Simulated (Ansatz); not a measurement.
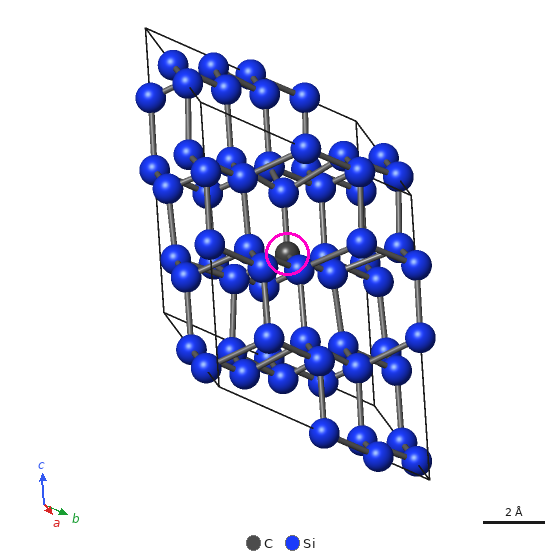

Crystal structure, ball-and-stick style, seen slightly off an axis. The wireframe shows the supercell. The host is Si, in a cell of 32 sites, and the cell is neutral. A ring marks the defect's site.

Question: Name the defect and give its surroundings.

Answer: Carbon on a silicon site (a substitutional impurity). It is bonded to four Si in a tetrahedral arrangement at about 2.0 Å.

The atoms were relaxed in the host's cell with Ansatz 0.2.0, DFT PBE, scalar-relativistic, plane waves, PAW.
